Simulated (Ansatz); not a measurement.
Geometry relaxation of Sn₉O₁₆ (part 3 of 3)

Sn₉O₁₆ (defect cell, 25 atoms in the cell); DFT PBE, scalar-relativistic, plane waves, PAW, no spin polarisation (Ansatz 0.2.0); cutoff 420 eV, 3×3×3 k-mesh, Gaussian smearing of 0.01 eV. The structure derives from a Materials Project entry. It belongs to a series of runs on one base structure; here: Sn interstitial, charge +0, atoms relaxed at the host's cell.

### Output, continued
```
  k-point 13: bands = ["-10.9342", "-10.8805", "-10.8295", "-10.7493", "-10.6765", "-10.6360", "-10.4844", "-10.4205", "-10.2697", "-10.2348", "-10.2140", "-10.1615", "-10.1103", "-10.0988", "-10.0746", "-10.0569", "-10.0494", "-10.0156", "-10.0036", "-9.9909", "-9.9759", "-9.9566", "-9.9446", "-9.9090", "-9.8987", "-9.8776", "-9.8699", "-9.8643", "-9.8535", "-9.8384", "-9.8283", "-9.8142", "-9.8097", "-9.8054", "-9.7990", "-9.7699", "-9.6969", "-9.6801", "-9.5946", "-9.5845", "-9.5266", "-9.4092", "-9.3035", "-9.2090", "-9.1946", "-8.2395", "-7.9188", "-7.6974", "-7.6328", "-7.2439", "-7.1104", "-7.0308", "-6.8570", "-6.2266", "-6.0543", "-5.9770", "-5.7766", "-5.6457", "-5.5308", "-5.4428", "-5.3961", "2.4414", "2.7535", "2.9331", "3.0332", "3.5174", "3.6629", "3.9598", "4.3658", "4.7508", "4.8857", "5.1511", "5.3074", "5.4428", "5.5382", "5.8897", "6.1152", "6.1563", "6.2242", "6.5567", "6.6216", "6.8609", "7.0932", "7.2901", "7.4580", "7.4975", "7.6278", "7.8511", "8.0232", "8.0796", "8.1460", "8.2851", "8.4716", "8.5556", "8.6197", "8.6884", "8.7625", "8.7965", "8.8882", "8.9255", "8.9898", "9.0805", "9.1930", "9.2783", "9.3517", "9.4724", "9.5260", "9.5873", "9.6803", "11.1272", "11.8864", "13.2523", "13.9075", "14.2277", "14.8076", "15.2464", "15.3179", "15.7386", "15.9992", "16.2657", "16.5698", "17.2652", "17.3796", "17.8090", "18.1168", "18.1928", "18.4621", "18.7020", "19.0713", "19.1432", "19.4256", "19.6217", "19.8638", "20.1309", "20.2911", "20.5230"]
--- Relaxed structure (17 steps of the walk, 16 accepted, 0 SCFs on fresh bases) ---
  F+E_penalty+E_count = -63289.72893668 eV   max|allowed force component| = 6.815e-3 eV/Å
  atoms:
    - { symbol: Sn, position: [0.12802464205736608, 0.6179680236770883, 0.2444646989423074] }
    - { symbol: Sn, position: [0.8745583131434193, 0.3569755031179629, 0.7493522951156104] }
    - { symbol: Sn, position: [0.6329630184546309, 0.12287864049609656, 0.2542579697790031] }
    - { symbol: Sn, position: [0.25661934530469144, 0.8794827953623483, 0.7494059275464258] }
    - { symbol: Sn, position: [0.7440885601274371, 0.6850139491526626, 0.47492910608159145] }
    - { symbol: Sn, position: [0.4957772228477913, 0.549118602433294, 0.0023362069416629776] }
    - { symbol: Sn, position: [0.2428979827244903, 0.2961545632913671, 0.4964453337866127] }
    - { symbol: Sn, position: [1.0186101563197425, 0.9595110728590703, 0.023843365597245297] }
    - { symbol: O, position: [0.1338672986957337, 0.943156000378752, 0.29415793198565504] }
    - { symbol: O, position: [0.8748046432103134, 0.6603963358296352, 0.7493952312301245] }
    - { symbol: O, position: [0.5889332238406104, 0.39841099791920864, 0.20459106061847826] }
    - { symbol: O, position: [0.3471576938064636, 0.24211350835630105, 0.7493761777885422] }
    - { symbol: O, position: [0.1365632691839377, 0.301408622020944, 0.22291670608054417] }
    - { symbol: O, position: [0.9745957947674819, 0.008741734328129802, 0.7493865980457105] }
    - { symbol: O, position: [0.6630212043585754, 0.8278802065967931, 0.27589235684938673] }
    - { symbol: O, position: [0.38361147253010547, 0.6019610219077356, 0.7493924765912157] }
    - { symbol: O, position: [0.453917469536377, 0.7328247655614528, 0.47599408701689855] }
    - { symbol: O, position: [0.18899601388394938, 0.5174687203605011, -0.002292953904551595] }
    - { symbol: O, position: [0.9406760501220783, 0.2690571602649142, 0.5009925409484027] }
    - { symbol: O, position: [0.7273779497304609, 0.006265904970462477, 0.02278772137751517] }
    - { symbol: O, position: [0.02964813177833231, 0.6470863004927339, 0.4575281626021989] }
    - { symbol: O, position: [0.8069894879027232, 0.5254877575566618, 0.00822996380253249] }
    - { symbol: O, position: [0.548184312226534, 0.2668081030457623, 0.4904896012109293] }
    - { symbol: O, position: [0.32156210337265373, -0.06118261579100762, 0.041250509729602855] }
    - { symbol: Sn, position: [0.5940935134741011, 1.06068016261113, 0.7493493745363556] }
```

### Trajectory as extended XYZ (Å, eV, eV/Å), 4 of the 17 frames kept, from step=1 to step=17
```
25
Lattice="-4.8272 -4.8272 0.0000 -4.8272 4.8272 0.0000 4.8272 0.0000 -6.4763" Properties=species:S:1:pos:R:3:forces:R:3 step=1 energy=-63275.44169
Sn   -2.4136    2.4136   -1.6191    0.6035   0.7508   1.7632
Sn   -2.4136   -2.4136   -4.8572   -2.4081   0.8402  -0.0482
Sn   -2.4136   -2.4136   -1.6191    0.4921   0.5457  -1.0523
Sn   -2.3110    2.3869   -4.8123   25.7868  10.6731  -1.8362
Sn   -4.8272    0.0000   -3.2382   -2.2478  -7.7423   8.1787
Sn   -4.8272    0.0000    0.0000   -0.1657   0.7925  -0.8112
Sn    0.0000    0.0000   -3.2382    0.0352   0.8580   0.7994
Sn   -9.6544    0.0000    0.0000   -1.3673  -5.6081  -6.7487
O    -3.8935    3.8935   -1.6191    0.0990  -0.4364  -0.2629
O    -3.8935   -0.9337   -4.8572    0.3603   0.0035   0.0394
O    -3.8935   -0.9337   -1.6191    0.1469  -0.2694   0.0845
O     0.9337   -0.9337   -4.8572   -0.9359   1.4054   0.1439
O    -0.9337    0.9337   -1.6191   -0.2396   0.2390  -0.1345
O    -0.8802   -3.8945   -4.8217  -10.9546  -2.3359  -0.4336
O    -5.7609    0.9337   -1.6191    0.1123   0.1005  -0.1484
O    -0.9337    0.9337   -4.8572    0.8135  -0.6419   0.2011
O    -3.3178    1.4595   -3.1462    1.7639  -1.4891   7.1737
O    -3.3473    1.4799    0.0000    0.0212  -0.2303   0.0390
O    -3.3473   -3.3473   -3.2382   -0.0070  -0.1970  -0.1574
O    -3.2047   -3.4648   -0.1343    0.0055  -1.2378  -2.8494
O    -1.4799    3.3473   -3.2382    0.1994   0.2470   0.1642
O    -6.3071   -1.4799    0.0000    0.5818  -0.0403   0.0901
O    -1.4799   -1.4799   -3.2382    0.6084   0.0098  -0.1066
O    -1.4799   -1.4799    0.0000    0.0868   0.2037   0.3204
Sn   -4.1354    1.6530   -4.7948  -13.3928   3.5625  -4.4081
25
Lattice="-4.8272 -4.8272 0.0000 -4.8272 4.8272 0.0000 4.8272 0.0000 -6.4763" Properties=species:S:1:pos:R:3:forces:R:3 step=6 energy=-63288.95924
Sn   -2.4386    2.3251   -1.5880    0.0045   0.2839  -0.0531
Sn   -2.5329   -2.5272   -4.8351    0.1285  -0.2195  -0.0605
Sn   -2.3791   -2.4427   -1.6955    0.1255   0.3756  -0.0718
Sn   -1.7520    2.8533   -4.8773    0.0031   0.4397   0.2387
Sn   -4.6985   -0.1951   -3.0449   -0.2227  -0.1100   0.0769
Sn   -4.9948    0.1451   -0.0096   -0.0316   0.0625   0.2313
Sn   -0.1660    0.1658   -3.2105   -0.0720   0.0370  -0.3658
Sn   -9.4359   -0.1883   -0.1918   -0.1456  -0.2659   0.1749
O    -3.7207    3.9327   -1.8926   -0.0533  -0.0024   0.2602
O    -3.9093   -1.0038   -4.8050   -0.3656   0.3090  -0.5607
O    -3.7280   -0.8635   -1.3683    0.0998  -0.1433  -0.1035
O     0.8609   -0.5038   -4.8419    0.0346   0.3300   0.0683
O    -1.1352    0.7305   -1.5169    0.3293  -0.2506   0.1056
O    -1.0724   -4.1164   -4.6522   -0.2954  -0.5452  -0.5310
O    -5.9382    0.7354   -1.6829    0.0185  -0.0127  -0.0226
O    -1.1684    0.8983   -4.8612   -0.0925  -0.0318   0.0777
O    -3.5211    1.3945   -3.0682    0.4560   0.4074   0.0687
O    -3.5102    1.6048   -0.0050    0.0084  -0.0061   0.0226
O    -3.5414   -3.1982   -3.2037    0.1220   0.0581  -0.0001
O    -3.3807   -3.4429   -0.2829   -0.1936  -0.1624   0.4332
O    -1.0763    3.0389   -2.9166   -0.0291  -0.3133   0.1731
O    -6.2100   -1.6268    0.0891   -0.1630   0.0126  -0.1381
O    -1.3985   -1.5552   -3.3227   -0.1069  -0.1149   0.0918
O    -1.0324   -1.7640   -0.3226    0.2178  -0.0081  -0.2169
Sn   -4.3356    2.2635   -4.9371    0.2249  -0.1301   0.1005
25
Lattice="-4.8272 -4.8272 0.0000 -4.8272 4.8272 0.0000 4.8272 0.0000 -6.4763" Properties=species:S:1:pos:R:3:forces:R:3 step=12 energy=-63289.71694
Sn   -2.4200    2.3622   -1.5840    0.0128   0.0055  -0.0050
Sn   -2.3499   -2.5000   -4.8546    0.1485  -0.1027   0.0432
Sn   -2.4176   -2.4647   -1.6450    0.0035   0.0569  -0.0146
Sn   -1.8535    3.0071   -4.8525    0.0374   0.1845  -0.0362
Sn   -4.6012   -0.2818   -3.0690   -0.0774   0.0605  -0.0203
Sn   -5.0331    0.2531   -0.0090   -0.0162  -0.0426  -0.0764
Sn   -0.2078    0.2519   -3.2174   -0.0092  -0.0183   0.0530
Sn   -9.4251   -0.2808   -0.1648   -0.1350   0.0302   0.1004
O    -3.7701    3.9080   -1.9095   -0.0312   0.0159  -0.0412
O    -3.8220   -1.0387   -4.8556    0.0999  -0.0807   0.0155
O    -3.7704   -0.9147   -1.3197   -0.0192  -0.0223   0.0081
O     0.7775   -0.5043   -4.8497    0.0116   0.0363  -0.0112
O    -1.0419    0.7908   -1.4450    0.0445  -0.0343  -0.0338
O    -1.1315   -4.6263   -4.8581   -0.0495  -0.2187   0.0366
O    -5.8690    0.7891   -1.7807    0.0337  -0.0279  -0.0092
O    -1.1412    1.0480   -4.8514   -0.0294   0.0257  -0.0107
O    -3.4255    1.3483   -3.0873    0.0027  -0.0199   0.0257
O    -3.4290    1.5836    0.0068    0.0145   0.0249   0.0466
O    -3.4291   -3.2412   -3.2366   -0.0060   0.0019  -0.0396
O    -3.4216   -3.4804   -0.1464    0.0016  -0.0145  -0.0078
O    -1.0489    2.9801   -2.9520   -0.0067   0.0371  -0.1054
O    -6.3953   -1.3718   -0.0405    0.0064   0.0658  -0.0647
O    -1.5770   -1.3662   -3.1881    0.0442   0.0620   0.0453
O    -1.0441   -1.8467   -0.2766   -0.0486   0.0031   0.0848
Sn   -4.3680    2.2556   -4.8568   -0.0329  -0.0285   0.0168
25
Lattice="-4.8272 -4.8272 0.0000 -4.8272 4.8272 0.0000 4.8272 0.0000 -6.4763" Properties=species:S:1:pos:R:3:forces:R:3 step=17 energy=-63289.72894
Sn   -2.4210    2.3651   -1.5832   -0.0027   0.0022   0.0053
Sn   -2.3276   -2.4985   -4.8530   -0.0055   0.0017   0.0001
Sn   -2.4212   -2.4623   -1.6467   -0.0027   0.0023  -0.0063
Sn   -1.8667    3.0067   -4.8534    0.0043   0.0057   0.0028
Sn   -4.6060   -0.2852   -3.0758    0.0024  -0.0004  -0.0047
Sn   -5.0326    0.2575   -0.0151    0.0039  -0.0038   0.0010
Sn   -0.2057    0.2571   -3.2151    0.0048  -0.0009  -0.0008
Sn   -9.4337   -0.2853   -0.1544    0.0043   0.0007   0.0045
O    -3.7790    3.9066   -1.9051   -0.0028   0.0042  -0.0060
O    -3.7932   -1.0350   -4.8533    0.0033  -0.0037   0.0001
O    -3.7785   -0.9197   -1.3250   -0.0018  -0.0010   0.0068
O     0.7729   -0.5071   -4.8532   -0.0039  -0.0065   0.0000
O    -1.0381    0.7957   -1.4437   -0.0015  -0.0007   0.0066
O    -1.1293   -4.6624   -4.8533   -0.0030  -0.0043  -0.0023
O    -5.8651    0.7958   -1.7868   -0.0031   0.0004  -0.0046
O    -1.1401    1.0540   -4.8533    0.0041  -0.0055   0.0013
O    -3.4309    1.3463   -3.0827   -0.0003   0.0028   0.0005
O    -3.4213    1.5856    0.0149    0.0018   0.0009  -0.0043
O    -3.4212   -3.2420   -3.2446   -0.0014   0.0011   0.0018
O    -3.4314   -3.4809   -0.1476   -0.0006   0.0027   0.0010
O    -1.0581    2.9805   -2.9631   -0.0014  -0.0029   0.0028
O    -6.3924   -1.3589   -0.0533   -0.0006  -0.0008  -0.0007
O    -1.5664   -1.3583   -3.1766    0.0018  -0.0015  -0.0005
O    -1.0578   -1.8476   -0.2672   -0.0023   0.0007  -0.0024
Sn   -4.3707    2.2523   -4.8530    0.0030   0.0066  -0.0017
```

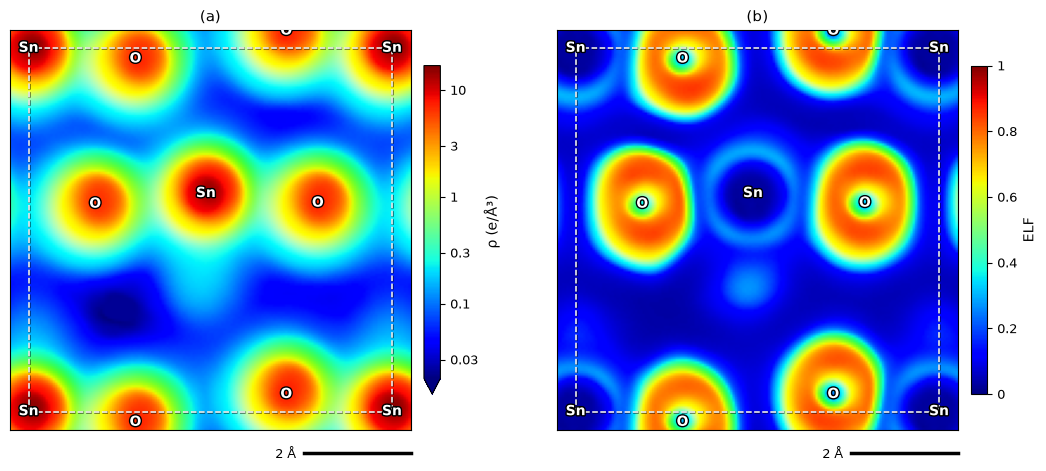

(a) valence electron density; (b) ELF on the (001) plane of the calculation cell. Sn–O (2.02 Å): ρ at the midpoint is about 0.72 e/Å³; the ELF is about 0.25 at the midpoint. Sn–O (2.09 Å): the density is about 0.61 e/Å³ at the midpoint; the ELF is about 0.25 at the midpoint. Away from the nuclei the density in this plane falls to 0.02 e/Å³ at its lowest. In a PAW calculation such maps are meaningful between the atoms, not at the nuclei.
